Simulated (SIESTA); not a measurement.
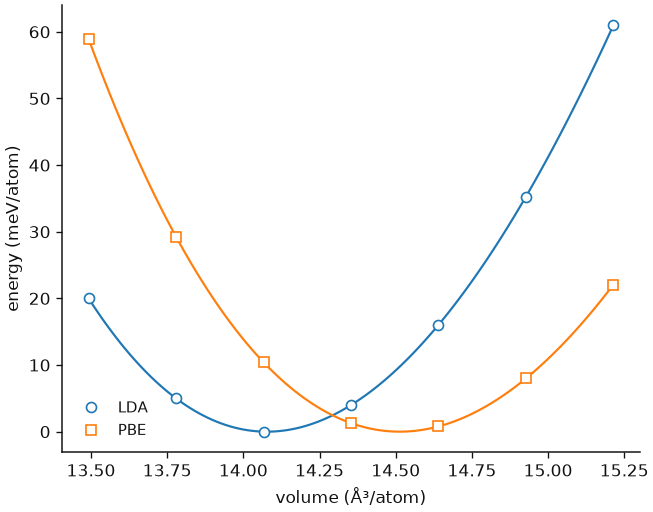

Calculation (SIESTA 5.4.2): DFT in numerical atomic orbitals with pseudopotentials, no spin polarisation; energies at scaled volumes of the given cell, shape and fractions fixed, counted from the fit's minimum, third-order Birch-Murnaghan fit. All runs: no spin polarisation.

- k mesh: 10×10×8
- occupations: Fermi–Dirac
- smearing width: 0.05 eV

**Figure.** Energy against volume, with one curve for each functional, for MoP (space group P-6m2).

Settings that differ: LDA: potentials PseudoDojo-0.4-standard,-converted-to PSML,-two-zetas-on-semicore-shells; PBE: potentials PseudoDojo-0.4-standard, converted-to-PSML.

The fitted equilibrium volumes, smallest first, are LDA 14.077, PBE 14.513 Å³/atom. The fitted bulk moduli, smallest first, are PBE 228.5, LDA 244.4 GPa.

Limits of the calculation: mulliken charges of long orbitals (LDA); shape and atomic fractions are frozen while scaling, which makes layered, chain and framework solids too stiff.
